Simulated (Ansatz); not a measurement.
System: MnS.

Input file:

```
crystal:
  lattice:
    - [0.0, 2.4734634191, 2.4734634191]
    - [2.4734634191, 0.0, 2.4734634191]
    - [2.4734634191, 2.4734634191, 0.0]
  atoms:
    - { symbol: Mn, position: [0.0, 0.0, 0.0], spin: 4.0 }
    - { symbol: S, position: [0.75, 0.75, 0.75] }
hamiltonian:
  xc: blyp
  pseudopotentials: { kind: paw }
magnetization:
  spin_polarized: true
kpoints:
  mp_grid: { grid: [9, 9, 9] }
  band_path:
    path:
      - [[0.0, 0.0, 0.0], [0.5, 0.0, 0.5], [0.5, 0.25, 0.75], [0.375, 0.375, 0.75], [0.0, 0.0, 0.0], [0.5, 0.5, 0.5], [0.625, 0.25, 0.625], [0.5, 0.25, 0.75], [0.5, 0.5, 0.5], [0.375, 0.375, 0.75]]
      - [[0.625, 0.25, 0.625], [0.5, 0.0, 0.5]]
    npoints: 14
scf:
  occupations: { method: fermi_dirac, width: 0.05 }
  n_extra_bands: 6
output:
  forces: true
  stress: true
  eigenvalues: true
  fatbands: false
  write_density: true
  write_potential: true
  elf: true
  volumetric_format: npy
```

Run with:

```sh
ansatz run input.yaml --threads 2 --pin off --max-ram 5632MiB --backend cpu --events-out ev --progress --plain --runs-dir out
```

Below, planes, directions and counts refer to the conventional cell (a = 4.95 Å, b = 4.95 Å, c = 4.95 Å, α = 90.00°, β = 90.00°, γ = 90.00°).

Space group F-43m; a structure from a database of computed crystals, not necessarily the ambient phase; computed pressure about 10 GPa in this cell; the program warned that a starting moment wasn't kept; spin-polarised, but the moments vanished.

Level of theory: Kohn-Sham DFT of a periodic cell, BLYP, Ansatz PAW (Ansatz).

Question: What can the converged valence pseudo-density and electron localisation function tell about the bonding?

Answer: Mn–S (2.14 Å): ρ is about 0.77 e/Å³ halfway; the ELF peaks at about 0.90 in the valence shell of S, 0.8 Å from its nucleus, and is about 0.50 at the midpoint.

Question: Metal or insulator at this level of theory?

Answer: It is gapless in this calculation (a metal or semimetal); semilocal functionals without U, or without the true magnetic order, often close the gap of such compounds.

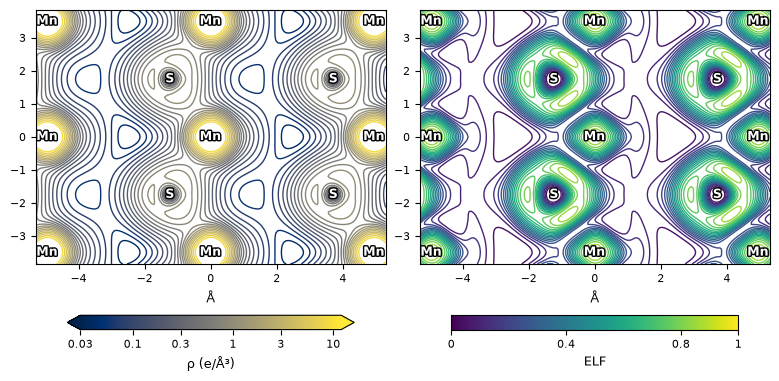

Computed valence pseudo-density and electron localisation function on the (101) plane of the conventional cell, in this order. 

In a PAW calculation such maps are meaningful between the atoms, not at the nuclei.
